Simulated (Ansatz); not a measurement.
## Geometry relaxation of FeCo (part 2 of 2)

FeCo (2 atoms in the cell); DFT PBE, scalar-relativistic, plane waves, PAW, spin-polarised (Ansatz 0.2.0); cutoff 420 eV, 14×14×14 k-mesh, Gaussian smearing of 0.1 eV, collinear spins. The structure derives from an entry of the Crystallography Open Database.

Geometry of the input (Å; fractional positions):
```
2.8570  0.0000  0.0000
0.0000  2.8570  0.0000
0.0000  0.0000  2.8570
Fe 0.5000  0.5000  0.5000
Co 0.0000  0.0000  0.0000
```

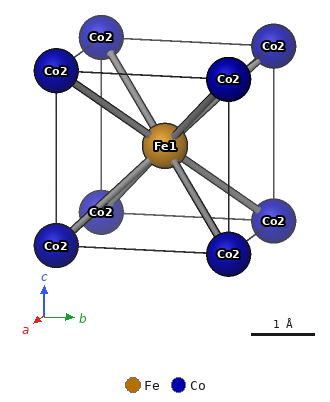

The geometry at step 2 of the log (ball-and-stick view of the cell of the calculation, seen slightly off an axis; atoms are numbered from 1 in the order of the input).

## Log, continued
```
SCF iter   1: F=—  HF=-9606.772807 eV  |F-HF|=—  |Δ(HF+E_count)|=         —  Δρ=5.28e-5 (↑3.37e-5 ↓5.28e-5)  dr2=4.75e-7  dr2_m=3.16e-8  M=4.538 μB ∫|m|=4.804 μB  β_m=0.65  ethr=4.63e-9  ⟨swp⟩=3.8  Hψ=40384  notcnv=0
preconditioner: auto → none  [metal: Δε(μ)=0.015 eV  Ē_g=10.244 eV  σ=0.100 eV  W_gap=0.08  n_scr=0 (ndim 8)  ℏωp=31.9 eV  f_vac=0.000  D(μ)=1.34/eV (n_scr^D=18)]
SCF iter   2: F=—  HF=-9606.772807 eV  |F-HF|=—  |Δ(HF+E_count)|=   4.47e-8  Δρ=2.29e-5 (↑2.29e-5 ↓1.21e-5)  dr2=1.75e-7  dr2_m=1.25e-8  M=4.538 μB ∫|m|=4.804 μB  β_m=0.48  ethr=1.44e-9  ⟨swp⟩=2.0  Hψ=9614  notcnv=0
SCF iter   3: F=—  HF=-9606.772807 eV  |F-HF|=—  |Δ(HF+E_count)|=   2.08e-8  Δρ=1.68e-5 (↑1.68e-5 ↓1.53e-5)  dr2=8.62e-8  dr2_m=1.46e-9  M=4.538 μB ∫|m|=4.804 μB  β_m=0.44  ethr=5.30e-10  ⟨swp⟩=2.0  Hψ=9722  notcnv=0
SCF iter   4: F=—  HF=-9606.772807 eV  |F-HF|=—  |Δ(HF+E_count)|=   1.87e-8  Δρ=4.40e-6 (↑1.46e-6 ↓4.40e-6)  dr2=4.64e-9  dr2_m=1.51e-9  M=4.538 μB ∫|m|=4.804 μB  β_m=0.72  ethr=2.61e-10  ⟨swp⟩=2.2  Hψ=9240  notcnv=0
SCF iter   5: F=—  HF=-9606.772807 eV  |F-HF|=—  |Δ(HF+E_count)|=   1.76e-8  Δρ=4.45e-6 (↑4.45e-6 ↓3.68e-6)  dr2=2.95e-9  dr2_m=2.39e-9  M=4.538 μB ∫|m|=4.804 μB  β_m=0.86  ethr=1.40e-11  ⟨swp⟩=2.0  Hψ=8370  notcnv=0
SCF iter   6: F=—  HF=-9606.772807 eV  |F-HF|=—  |Δ(HF+E_count)|=   8.04e-9  Δρ=2.79e-6 (↑2.79e-6 ↓1.39e-6)  dr2=1.29e-9  dr2_m=4.13e-10  M=4.538 μB ∫|m|=4.804 μB  β_m=0.91  ethr=8.93e-12  ⟨swp⟩=2.0  Hψ=9774  notcnv=0
SCF iter   7: F=—  HF=-9606.772807 eV  |F-HF|=—  |Δ(HF+E_count)|=  3.64e-12  Δρ=8.03e-7 (↑8.03e-7 ↓4.90e-7)  dr2=1.72e-10  dr2_m=2.03e-11  M=4.538 μB ∫|m|=4.804 μB  β_m=0.96  ethr=3.91e-12  ⟨swp⟩=2.2  Hψ=8050  notcnv=0
SCF iter   8: F=—  HF=-9606.772807 eV  |F-HF|=—  |Δ(HF+E_count)|=  7.28e-12  Δρ=1.54e-7 (↑1.41e-7 ↓1.54e-7)  dr2=9.42e-12  dr2_m=1.49e-12  M=4.538 μB ∫|m|=4.804 μB  β_m=0.98  ethr=1.00e-12  ⟨swp⟩=2.4  Hψ=7647  notcnv=0
SCF iter   9: F=—  HF=-9606.772807 eV  |F-HF|=—  |Δ(HF+E_count)|=  3.64e-12  Δρ=8.45e-8 (↑3.20e-8 ↓8.45e-8)  dr2=2.01e-12  dr2_m=2.42e-13  M=4.538 μB ∫|m|=4.804 μB  β_m=0.99  ethr=1.00e-12  ⟨swp⟩=1.0  Hψ=5761  notcnv=0
SCF iter  10: F=-9606.772807 eV  HF=-9606.772807 eV  |F-HF|=3.64e-12  |Δ(HF+E_count)|=  3.64e-12  Δρ=7.09e-8 (↑1.53e-8 ↓7.09e-8)  dr2=1.51e-12  dr2_m=1.66e-13  M=4.538 μB ∫|m|=4.804 μB  ethr=1.00e-12  ⟨swp⟩=3.9  Hψ=21136  notcnv=0
SCF 4 converged in 10 iterations: F = -9606.772807 eV  dr2 = 1.51e-12
relax step   4: F+E_penalty+E_count = -9606.77280702 eV  Δ(F+E_penalty+E_count) = +2.507e-4 eV  max|allowed force component| = 1.446e-30 eV/Å  Δτ_max = 0.0000 Å  P = +0.019 GPa  Ω = 23.025 Å³  stress off target by 1.87e-2 GPa  SCF on the basis re-selected at this cell (its energy is not comparable with the rows above)  (10 SCF iters)
```

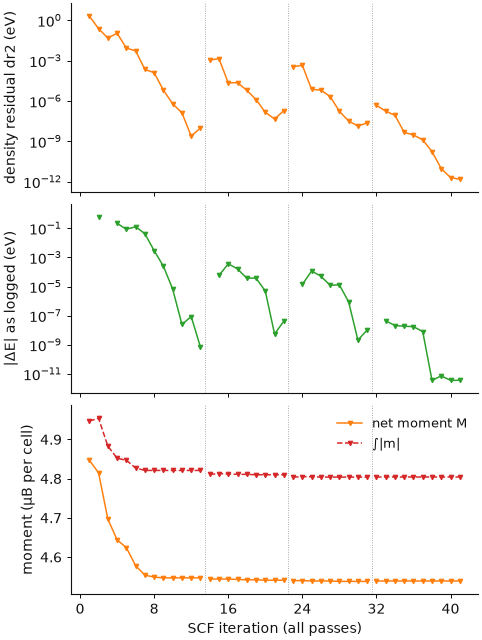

Convergence of the self-consistent field: density residual dr2, size of the energy change and magnetic moment against the SCF iteration. The dotted lines part the SCF passes of the relaxation: geometry steps, rejected trials and re-solves on a re-selected basis. The passes take 13, 9, 9 and 10 iterations. The net moment goes from 4.8 to 4.5 μB per cell.

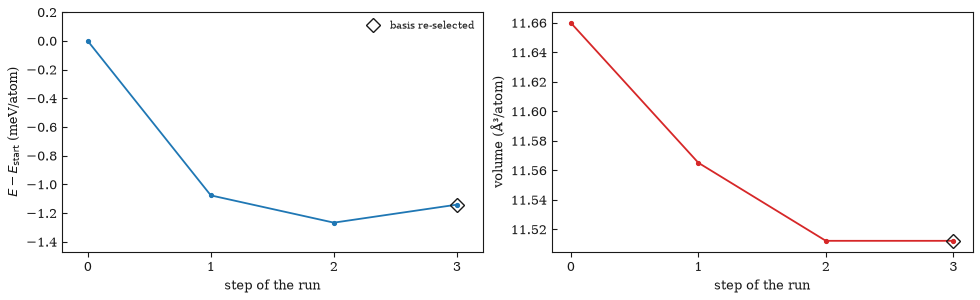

Progress of the relaxation, step by step (the first geometry is step 0 here and step 1 in the log). No atom moves by more than 0.005 Å relative to the cell. Over 2 geometry steps the energy falls by 1.3 meV per atom. All forces vanish by symmetry, so only the cell relaxes. Pressure: −2.45 GPa at the start and 0.02 GPa at the end. A last SCF at the same geometry on a re-selected plane-wave basis shifts the energy by +0.1 meV per atom.

```
basis re-selected at this cell: Δ(F+E_penalty+E_count) = +2.507e-4 eV, ΔP = -0.006 GPa vs the last step (what re-selecting the basis moved, of the pressure what is left beyond the Pulay correction that the steps carried, after the strain that the cell walked since its last selection, with what the two solves' SCF thresholds leave and, on support functions, any second-order correction that the steps lacked; it is no measure of the basis error at this ecutwfc). This SCF's stress stands 1.87e-2 GPa from its target on what of the cell is left free (relax.cell.stress_tol is 5.00e-2 GPa) and its largest allowed force component is 1.45e-30 eV/Å (relax.f_tol is 5.00e-3 eV/Å): within both
SCF converged after 10 iterations
Magnetization: 4.5380 μB (18.7690 up, 14.2310 down)
Absolute magnetization: 4.8041 μB (∫|ρ↑−ρ↓|, with the PAW one-centre terms)
Spin contamination: 0.0813 ħ² per cell (⟨S²⟩ above its minimum at these occupations)
Per-site moments (μB) at R_I (Å): [(2.8097421886675553, 1.0162912549159702), (1.8326304965416802, 1.0162912549159702)]
Free energy (F): -9606.772807 eV
Harris-Foulkes:  -9606.772807 eV  (|F-HF|=3.64e-12)
Internal energy: -9606.766101 eV  (E = F + TS)
E sigma→0 (E₀):  -9606.769454 eV
Entropy (-TS):   -0.006706 eV (-3.353 meV/atom)
Fermi energy:    18.369590 eV
--- Per-component energies (eV) ---
  E_band       = -480.993176
  E_kinetic    = 800.695141
  E_local      = -5000.196545  (includes V_loc(G=0)·N_el)
  E_nonlocal   = 674.630766
  E_hartree    = 2094.046437
  E_xc         = -276.078686
  E_vxc        = -355.873055  (∫ρ·V_xc dr)
  E_paw        = -2882.345393  (= ΣΔE_a)
  E_vpaw       = -788.343052  (= ΣTr[D̂ρ^β])
  E_aug_tail   = 0.000713  (compensation charges beyond the density's cutoff)
  E_ewald      = -5017.518534
  E_smearing   = -0.006706  (= −TS)
  E_closure    = 0.000000  (closes the sum)
  Σ components = -9606.772807   (vs F -9606.772807, Δ=0.00e0)
--- Forces (eV/Å), atoms counted from 1 ---
  atom   1  Fe     0.00000000     0.00000000    -0.00000000
  atom   2  Co    -0.00000000     0.00000000    -0.00000000
  max |Σ_I F_I| component: 5.52e-30 eV/Å
--- Stress (GPa, compression-positive) ---
        0.018725      -0.000000      -0.000000
       -0.000000       0.018725      -0.000000
       -0.000000      -0.000000       0.018725
  P = ⅓ Tr σ = 0.0187 GPa (0.187 kbar)
--- Band table (eV; the first three rows and the last of 240) ---
  k-point 0 ↑: bands = ["-78.1175", "-70.6304", "-41.3558", "-41.3558", "-41.3558", "-36.6317", "-36.6317", "-36.6317", "9.2127", "12.9091", "12.9091", "15.2322", "15.2322", "15.2322", "16.3312", "16.3312", "17.4496", "17.4496", "17.4496", "27.3011", "27.3011", "27.3011", "32.9203", "32.9203"]
  k-point 1 ↑: bands = ["-78.1173", "-70.6302", "-41.3575", "-41.3555", "-41.3555", "-36.6348", "-36.6316", "-36.6316", "9.3168", "12.9510", "12.9517", "15.2316", "15.2316", "15.2589", "16.2889", "16.3480", "17.3694", "17.3694", "17.4209", "26.5302", "27.4917", "27.4917", "32.9526", "33.4874"]
  k-point 2 ↑: bands = ["-78.1168", "-70.6296", "-41.3626", "-41.3547", "-41.3547", "-36.6437", "-36.6314", "-36.6314", "9.6249", "13.0704", "13.0749", "15.2326", "15.2326", "15.3378", "16.1637", "16.3969", "17.1507", "17.1507", "17.3364", "24.8973", "28.0406", "28.0406", "33.0514", "34.3687"]
  k-point 119 ↓: bands = ["-75.8548", "-67.3208", "-39.1899", "-39.1899", "-39.1899", "-33.4712", "-33.4712", "-33.4712", "15.6817", "15.6817", "15.6817", "16.0729", "16.0729", "16.0729", "19.0026", "19.0026", "19.8947", "19.8947", "26.6904", "26.6904", "26.6904", "27.0300", "27.0300", "27.0300"]
--- Relaxed structure (3 steps of the walk, 3 accepted, 1 SCFs on fresh bases) ---
  F+E_penalty+E_count = -9606.77280702 eV   max|allowed force component| = 1.446e-30 eV/Å   (the final SCF, on the basis selected at the relaxed cell)
  cell:  # Å, volume = 23.0245 Å³
    - [2.844877719276596, 8.024708101613484e-35, 3.2098832406453934e-35]
    - [1.6049416203226965e-35, 2.844877719276596, 0.0]
    - [9.62964972193618e-35, 0.0, 2.844877719276596]
  atoms:
    - { symbol: Fe, position: [0.5, 0.5, 0.5] }
    - { symbol: Co, position: [-3.510985343518719e-37, -5.109156108989678e-48, -4.3887316793983986e-38] }
--- Löwdin populations: 2 sites ---
  site symbol       q [e]    m [muB]
     0     Fe     15.7404     2.8675
     1     Co     16.7712     1.8221
  spilling = 0.014802 (of n_electrons = 33.000000)
```

## Trajectory as extended XYZ (Å, eV, eV/Å), 4 frames, from step=1 to step=4
```
2
Lattice="2.8570 0.0000 0.0000 0.0000 2.8570 0.0000 0.0000 0.0000 2.8570" Properties=species:S:1:pos:R:3:forces:R:3 step=1 energy=-9606.77053 pressure_GPa=-2.45
Fe    1.4285    1.4285    1.4285    0.0000   0.0000   0.0000
Co    0.0000    0.0000    0.0000    0.0000   0.0000   0.0000
2
Lattice="2.8492 0.0000 0.0000 0.0000 2.8492 0.0000 0.0000 0.0000 2.8492" Properties=species:S:1:pos:R:3:forces:R:3 step=2 energy=-9606.77268 pressure_GPa=-0.89
Fe    1.4246    1.4246    1.4246    0.0000   0.0000   0.0000
Co    0.0000    0.0000    0.0000    0.0000   0.0000   0.0000
2
Lattice="2.8449 0.0000 0.0000 0.0000 2.8449 0.0000 0.0000 0.0000 2.8449" Properties=species:S:1:pos:R:3:forces:R:3 step=3 energy=-9606.77306 pressure_GPa=0.02
Fe    1.4224    1.4224    1.4224    0.0000   0.0000   0.0000
Co    0.0000    0.0000    0.0000    0.0000   0.0000   0.0000
2
Lattice="2.8449 0.0000 0.0000 0.0000 2.8449 0.0000 0.0000 0.0000 2.8449" Properties=species:S:1:pos:R:3:forces:R:3 step=4 energy=-9606.77281 pressure_GPa=0.02
Fe    1.4224    1.4224    1.4224    0.0000   0.0000   0.0000
Co    0.0000    0.0000    0.0000    0.0000   0.0000   0.0000
```

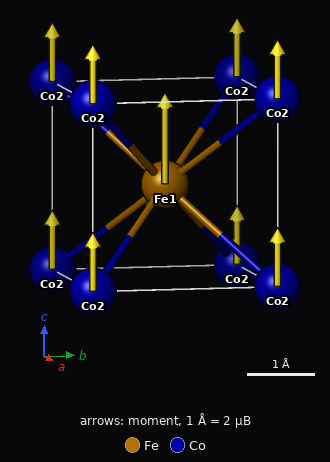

Magnetic moments of the sites as yellow arrows (ball-and-stick view of the cell of the calculation, seen slightly off an axis; atoms are numbered from 1 in the order of the input); small moments hardly show. The run is collinear, so the axis drawn is arbitrary. Site moments: Fe1 (2.81 μB); Co2 (1.83 μB). They are counted near the atoms and needn't add up to the moment of the cell.

## Results in brief

```json
{"quantity": "outcome", "value": "converged"}
{"quantity": "space group (tolerance 0.01 Å)", "value": "Pm-3m (221)"}
{"quantity": "electrons treated", "value": "33"}
{"quantity": "free energy", "value": "−9606.7728 eV"}
{"quantity": "Fermi energy", "value": "18.370 eV"}
{"quantity": "gap on the k-point mesh", "value": "none (metallic)"}
{"quantity": "net moment of the cell", "value": "4.54 μB"}
{"quantity": "integrated absolute moment", "value": "4.80 μB"}
{"quantity": "pressure", "value": "0.02 GPa"}
{"quantity": "final volume", "value": "23.02 Å³"}
{"quantity": "largest force (length of the vector) at the end", "value": "under 0.001 eV/Å"}
{"quantity": "final cell", "value": "a = 2.845 Å, b = 2.845 Å, c = 2.845 Å, α = 90.00°, β = 90.00°, γ = 90.00°"}
{"quantity": "wall time", "value": "71 s"}
{"quantity": "peak memory", "value": "0.41 GiB"}
```
